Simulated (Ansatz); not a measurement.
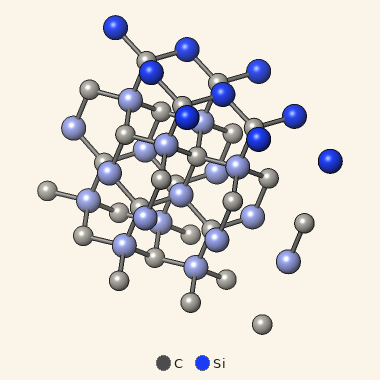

The system is C on a SiC(001) slab cut from the P6_3mc phase, its upper half relaxed before the scan (32 atoms of substrate and one adsorbate in a 2 × 2 cell); the picture shows it without the atoms that are moved over the map. 
- C is moved over the surface cell; relaxed at each place: the height of the adsorbate's atoms; substrate rigid; the origin of the map has the adsorbate above Si29.
- Places are given modulo a cell vector. The map is drawn in real space over the plane of the surface.
- Grid: 6 × 6 points; 10 points were computed and 26 follow by symmetry.
- Places are given in fractions of the 1 × 1 surface cell.
- All energies are given in eV relative to the lowest grid point.
- Energies and slopes of some neighbouring points disagree (a jump in structure or state, or too coarse a mesh). The magnetic moment jumps between some neighbouring points.
- Computed with DFT PBE, scalar-relativistic, plane waves, PAW in Ansatz 0.2.0. Settings: cutoff 420 eV, k-mesh 6×6×1, gaussian smearing 0.05 eV, spin-polarised.

Range: position of C33 along the first surface vector from 0.000 to 0.833; position of C33 along the second surface vector from 0.000 to 0.833.

**Predict the map.**

The lowest grid point is at a threefold hollow over a second-layer C atom, (2/6, 4/6) of the cell vectors. The highest grid point, the top site over a surface Si atom, (0/6, 0/6) of the cell vectors, lies 2.45 eV above the lowest. At the lowest point the adsorbate has 1 C at 1.60 Å as nearest neighbours, at the highest 1 Si at 1.84 Å. Its relaxed height above the top atom is 1.03 Å at the lowest and 1.84 Å at the highest point.

```tsv
second ↓, first →	0/6	1/6	2/6	3/6	4/6	5/6
5/6	2.42	1.96	0.78	0.78	1.96	2.42
4/6	1.88	0.78	0.00	0.78	1.88	2.10
3/6	1.03	0.78	0.78	1.03	1.32	1.32
2/6	1.88	1.96	1.88	1.32	0.82	1.32
1/6	2.42	2.42	2.10	1.32	1.32	2.10
0/6	2.45	2.42	1.88	1.03	1.88	2.42
```

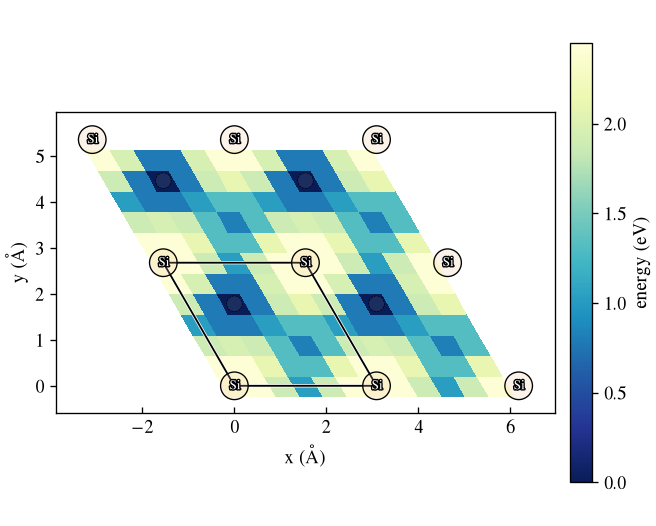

Drawn: one coloured cell a grid point, labelled circles for the atoms of the top layer and small ones for the second layer, the outline of one cell of the 2 × 2 shown.

The whole map (10 points run) took 28 min on 4 threads of Intel(R) Xeon(R) 6975P-C (Granite Rapids) (shared host).

PAW datasets: the set soft_1.
